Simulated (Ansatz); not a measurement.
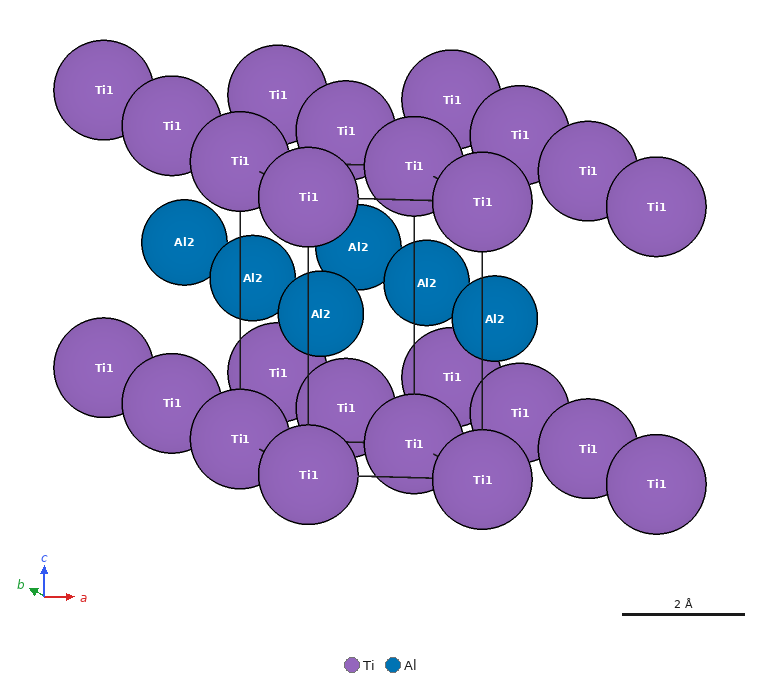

Fig. 1: The structure (spheres-only view of the cell of the calculation, repeated 2 × 3 × 1, seen slightly off an axis; atoms are numbered from 1 in the order of the input). An atom can appear more than once, as a periodic image.

## What a change does: single-point calculation on TiAl

System: TiAl (Amm2, 2 atoms in the cell).
Method of run 1: DFT PBEsol, scalar-relativistic, plane waves, PAW, no spin polarisation (Ansatz 0.2.0).

The structure derives from a Materials Project entry. Text and figures count atoms from 1; the logs count them from 0 in places.

## The input, run 1
```yaml
crystal:
  lattice:
    - [2.8815985438, 0.0, 0.0]
    - [-1.4407992719, 2.4831219328, 0.0]
    - [0.0, 0.0, 4.678083]
  atoms:
    - { symbol: Ti, position: [0.0, 0.0, 0.0] }
    - { symbol: Al, position: [0.3333333333, 0.6666666667, 0.5] }
basis:
  ecutwfc: 420
kpoints:
  mp_grid: { grid: [18, 18, 10] }
hamiltonian:
  xc: pbesol
scf:
  occupations: { method: gaussian, width: 0.15 }
output:
  forces: true
  stress: true
  eigenvalues: true
```

Command:
```bash
ansatz run input.yaml --threads 1 --pin off --max-ram 2560MiB --backend cpu --events-out ev --progress --plain --runs-dir out
```

Hardware: 1 thread of AMD EPYC (Zen 3), 32 GiB of memory available, shared host.

## Output, shortened to warnings, some set-up lines, iterations and results (run 1)
```
Basis set: ecut = 420 eV, 663 PW (Γ), exchange–correlation on 40×40×64 points (8 copies of the dense FFT grid, shifted against one another)
Symmetry: 4 space group operations
k-points: 546 of 3240 (time reversal used)
Initial density: superposition of atomic densities (neutral atoms: chi_scale 0, normalization atom), corrected by the library's trained network
[...]
SCF iter   1: F=—  HF=-2998.959441 eV  |F-HF|=—  |Δ(HF+E_count)|=         —  Δρ=8.86e-3  dr2=3.49e-2  ethr=1.77e-3  ⟨swp⟩=5.0  Hψ=32952  notcnv=0
SCF iter   2: F=—  HF=-2998.954925 eV  |F-HF|=—  |Δ(HF+E_count)|=   4.52e-3  Δρ=5.24e-3  dr2=1.50e-2  ethr=2.32e-4  ⟨swp⟩=1.0  Hψ=10920  notcnv=0
SCF iter   3: F=—  HF=-2998.952411 eV  |F-HF|=—  |Δ(HF+E_count)|=   2.51e-3  Δρ=9.27e-4  dr2=6.76e-4  ethr=9.97e-5  ⟨swp⟩=2.0  Hψ=7395  notcnv=0
SCF iter   4: F=—  HF=-2998.952237 eV  |F-HF|=—  |Δ(HF+E_count)|=   1.74e-4  Δρ=2.32e-4  dr2=9.22e-6  ethr=4.50e-6  ⟨swp⟩=2.2  Hψ=8762  notcnv=0
SCF iter   5: F=—  HF=-2998.952212 eV  |F-HF|=—  |Δ(HF+E_count)|=   2.49e-5  Δρ=2.99e-5  dr2=2.88e-7  ethr=6.14e-8  ⟨swp⟩=2.1  Hψ=9915  notcnv=0
SCF iter   6: F=-2998.952212 eV  HF=-2998.952212 eV  |F-HF|=4.94e-9  |Δ(HF+E_count)|=   3.80e-8  Δρ=4.55e-6  dr2=7.66e-9  ethr=6.67e-10  ⟨swp⟩=5.2  Hψ=27351  notcnv=0
SCF 1 converged in 6 iterations: F = -2998.952212 eV  dr2 = 7.66e-9
SCF converged after 6 iterations
Free energy (F): -2998.952212 eV
Harris-Foulkes:  -2998.952212 eV  (|F-HF|=4.94e-9)
Internal energy: -2998.924068 eV  (E = F + TS)
E sigma→0 (E₀):  -2998.938140 eV
Entropy (-TS):   -0.028144 eV (-14.072 meV/atom)
Fermi energy:    10.295280 eV
--- Per-component energies (eV) ---
  E_band       = -170.912632
  E_kinetic    = 294.951755
  E_local      = -1158.319545  (includes V_loc(G=0)·N_el)
  E_nonlocal   = 19.875752
  E_hartree    = 498.679531
  E_xc         = -136.120804
  E_vxc        = -150.675315  (∫ρ·V_xc dr)
  E_paw        = -1477.282278  (= ΣΔE_a)
  E_vpaw       = -174.101327  (= ΣTr[D̂ρ^β])
  E_aug_tail   = 0.000107  (compensation charges beyond the density's cutoff)
  E_ewald      = -1040.867108
  E_core_change = 0.158523  (= ΣΔE_core)
  E_smearing   = -0.028144  (= −TS)
  E_closure    = 0.000000  (closes the sum)
  Σ components = -2998.952212   (vs F -2998.952212, Δ=0.00e0)
--- Forces (eV/Å), atoms counted from 1 ---
  atom   1  Ti     0.00000000    -0.01463759     0.00000000
  atom   2  Al     0.00000000     0.01464654     0.00000000
  max |Σ_I F_I| component: 8.95e-6 eV/Å
--- Stress (GPa, compression-positive) ---
       -3.138939       0.000000       0.000000
        0.000000      -2.733225       0.000000
        0.000000       0.000000      -4.073541
  P = ⅓ Tr σ = -3.3152 GPa (-33.152 kbar)
```

The input of run 2 differs as follows (lines with − go, lines with + come):
```diff
-    - [2.8815985438, 0.0, 0.0]
-    - [-1.4407992719, 2.4831219328, 0.0]
+    - [2.809916988, 0.0, 0.0]
+    - [-1.404958494, 2.4831219328, 0.0]
```

What does this change do to the results?

With the same functional and potentials, run 2 lies 3.0 meV per atom lower. The pressure goes from −3.32 to −0.82 GPa. The largest force goes from 0.015 to 0.060 eV/Å. The volume per atom goes from 16.74 to 16.32 Å³. The number of SCF iterations is the same. The plane waves at Γ go from 663 to 639.

## Output, shortened to warnings, some set-up lines, iterations and results (run 2)
```
Basis set: ecut = 420 eV, 639 PW (Γ), exchange–correlation on 40×40×64 points (8 copies of the dense FFT grid, shifted against one another)
Symmetry: 4 space group operations
k-points: 546 of 3240 (time reversal used)
Initial density: superposition of atomic densities (neutral atoms: chi_scale 0, normalization atom), corrected by the library's trained network
[...]
SCF iter   1: F=—  HF=-2998.966143 eV  |F-HF|=—  |Δ(HF+E_count)|=         —  Δρ=9.25e-3  dr2=3.95e-2  ethr=1.77e-3  ⟨swp⟩=5.0  Hψ=32966  notcnv=0
SCF iter   2: F=—  HF=-2998.961488 eV  |F-HF|=—  |Δ(HF+E_count)|=   4.66e-3  Δρ=5.69e-3  dr2=1.85e-2  ethr=2.63e-4  ⟨swp⟩=1.0  Hψ=10920  notcnv=0
SCF iter   3: F=—  HF=-2998.958418 eV  |F-HF|=—  |Δ(HF+E_count)|=   3.07e-3  Δρ=1.05e-3  dr2=8.37e-4  ethr=1.23e-4  ⟨swp⟩=1.9  Hψ=7365  notcnv=0
SCF iter   4: F=—  HF=-2998.958203 eV  |F-HF|=—  |Δ(HF+E_count)|=   2.14e-4  Δρ=2.57e-4  dr2=1.04e-5  ethr=5.58e-6  ⟨swp⟩=2.2  Hψ=8722  notcnv=0
SCF iter   5: F=—  HF=-2998.958172 eV  |F-HF|=—  |Δ(HF+E_count)|=   3.16e-5  Δρ=3.35e-5  dr2=3.33e-7  ethr=6.92e-8  ⟨swp⟩=2.1  Hψ=9921  notcnv=0
SCF iter   6: F=-2998.958172 eV  HF=-2998.958172 eV  |F-HF|=4.58e-9  |Δ(HF+E_count)|=   4.09e-8  Δρ=5.97e-6  dr2=8.46e-9  ethr=6.67e-10  ⟨swp⟩=5.2  Hψ=27334  notcnv=0
SCF 1 converged in 6 iterations: F = -2998.958172 eV  dr2 = 8.46e-9
SCF converged after 6 iterations
Free energy (F): -2998.958172 eV
Harris-Foulkes:  -2998.958172 eV  (|F-HF|=4.58e-9)
Internal energy: -2998.931451 eV  (E = F + TS)
E sigma→0 (E₀):  -2998.944811 eV
Entropy (-TS):   -0.026721 eV (-13.360 meV/atom)
Fermi energy:    10.636723 eV
--- Per-component energies (eV) ---
  E_band       = -165.647039
  E_kinetic    = 296.078578
  E_local      = -1153.406275  (includes V_loc(G=0)·N_el)
  E_nonlocal   = 20.025750
  E_hartree    = 498.615014
  E_xc         = -136.532374
  E_vxc        = -151.215270  (∫ρ·V_xc dr)
  E_paw        = -1477.457875  (= ΣΔE_a)
  E_vpaw       = -174.357216  (= ΣTr[D̂ρ^β])
  E_aug_tail   = 0.000110  (compensation charges beyond the density's cutoff)
  E_ewald      = -1046.412902
  E_core_change = 0.158523  (= ΣΔE_core)
  E_smearing   = -0.026721  (= −TS)
  E_closure    = 0.000000  (closes the sum)
  Σ components = -2998.958172   (vs F -2998.958172, Δ=0.00e0)
--- Forces (eV/Å), atoms counted from 1 ---
  atom   1  Ti     0.00000000     0.06012867     0.00000000
  atom   2  Al     0.00000000    -0.06014923    -0.00000000
  max |Σ_I F_I| component: 2.06e-5 eV/Å
--- Stress (GPa, compression-positive) ---
        0.952989      -0.000000      -0.000000
       -0.000000      -0.845166      -0.000000
       -0.000000      -0.000000      -2.572556
  P = ⅓ Tr σ = -0.8216 GPa (-8.216 kbar)
```

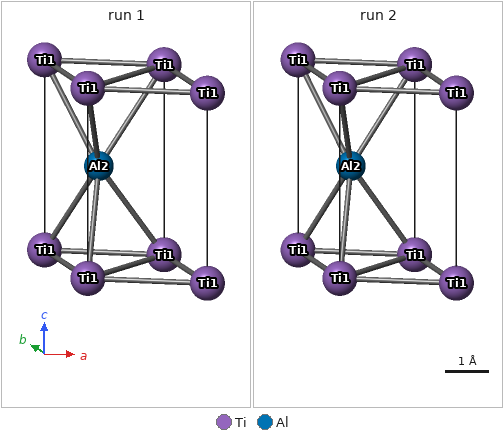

Fig. 2: The two input geometries at one scale (ball-and-stick view of the cell of the calculation, seen slightly off an axis). The atoms keep their places relative to the cell (all moves are under 0.005 Å). The volume changes by −2.5 %, with a 2.882 → 2.810 Å (−2.5 %), b 2.871 → 2.853 Å (−0.6 %), c stays at 4.678 Å, γ 120.1° → 119.5°. Among the contacts that change: Al2–Al2 2.882 → 2.810 Å, Ti1–Ti1 2.882 → 2.810 Å, Ti1–Al2 2.869 → 2.851 Å.

## The two runs side by side

| quantity | run 1 | run 2 |
| --- | --- | --- |
| outcome | converged | converged |
| free energy per atom (eV) | −1499.4761 | −1499.4791 |
| energy per atom, smearing taken to zero (eV) | −1499.4691 | −1499.4724 |
| gap on the mesh (eV) | 0.00 | 0.00 |
| pressure (GPa) | −3.32 | −0.82 |
| volume per atom (Å³) | 16.74 | 16.32 |
| largest force (eV/Å) | 0.015 | 0.060 |
| SCF iterations | 6 | 6 |
| irreducible k-points | 546 | 546 |
| plane waves at Γ | 663 | 639 |
| wall time (shared host) | 18 s | 15 s |
